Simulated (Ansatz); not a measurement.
The compound is LiH (space group P4/mmm, No. 123), taken as the geometry relaxed with DFT PBE, scalar-relativistic, plane waves, PAW in Ansatz 0.2.0; the starting structure was generated, so it need not be a known form of this composition.

```
CELL_PARAMETERS angstrom
2.69062 0.00000 0.00000
0.00000 2.69062 0.00000
0.00000 0.00000 4.35998
ATOMIC_POSITIONS crystal
Li 0.00000 0.00000 0.00000
H 0.50000 0.50000 0.00000
```

Describe how the polyhedra about Li are linked (bonds: H–Li below 2.1 Å).

Li: LiH4 square, sharing corners with four neighbours and edges with four neighbours.

They form layers of corner- and edge-sharing squares parallel to (001).

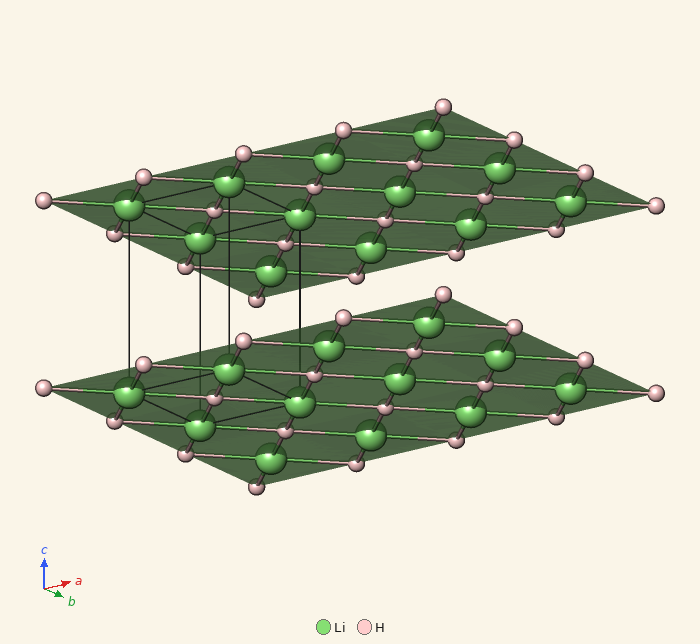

Polyhedra are drawn about Li (bonds: H–Li below 2.1 Å); other atoms are plain spheres.
